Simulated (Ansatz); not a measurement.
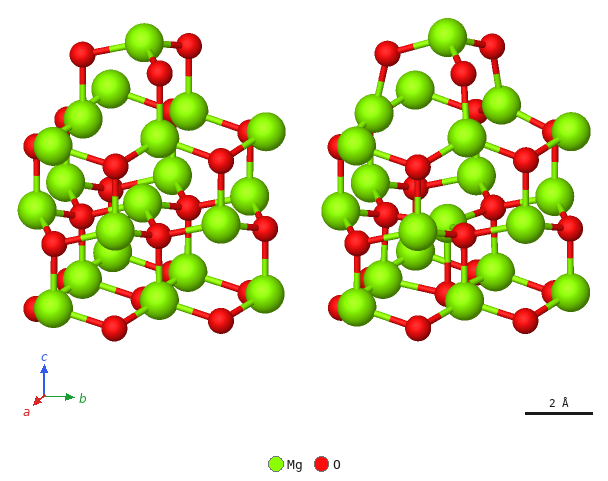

Two geometries of a defect cell of composition Mg48O47 (cell charge +2), drawn at one scale. One is the start of a relaxation, the other its converged end. A ball-and-stick model of the atoms within 5.0 Å of the atom that moves most (axes of the cell of the calculation (origin shifted)), seen slightly off an axis.

Level of theory: DFT, PBEsol, PAW, plane waves in Ansatz. (plane-wave cutoff 420 eV; k-point mesh 1 × 1 × 1; mesh shifted by (0.25, 0.25, 0.25); no spin polarisation; atoms relaxed in a fixed cell; force threshold 0.03 eV/Å; at most 80 steps)

Which one is relaxed?

Answer. The right one is the relaxed one. A Mg atom moves most: 0.64 Å along −c. By element the largest moves are Mg 0.64 Å, O 0.18 Å. The cell doesn't change. Among the contacts that change: Mg–O 3.017 → 2.203 Å, Mg–Mg 3.188 → 2.763 Å, Mg–Mg 3.163 → 2.763 Å, Mg–O 2.006 → 1.891 Å. New bonds form, among them: Mg–O (3.02 → 2.20 Å). Among the angles between lasting bonds that change: Mg–O–Mg 105.6° → 88.8°, Mg–O–Mg 104.6° → 88.8°, O–Mg–O 111.9° → 124.4°. The energy falls by 3.310 eV per cell of the calculation in 5 accepted moves (6 points after the start). Largest force component: 2.6 eV/Å at the start, 0.019 eV/Å at the end. 1 step only repeated the SCF at the same geometry. Cost: 5.7 s on 1 × NVIDIA GB200 with 8 threads of Arm Neoverse-V2, peak memory 1.9 GiB.

Limits of the set-up: the cell is charged, on a uniform background, and energies carry no finite-size correction.
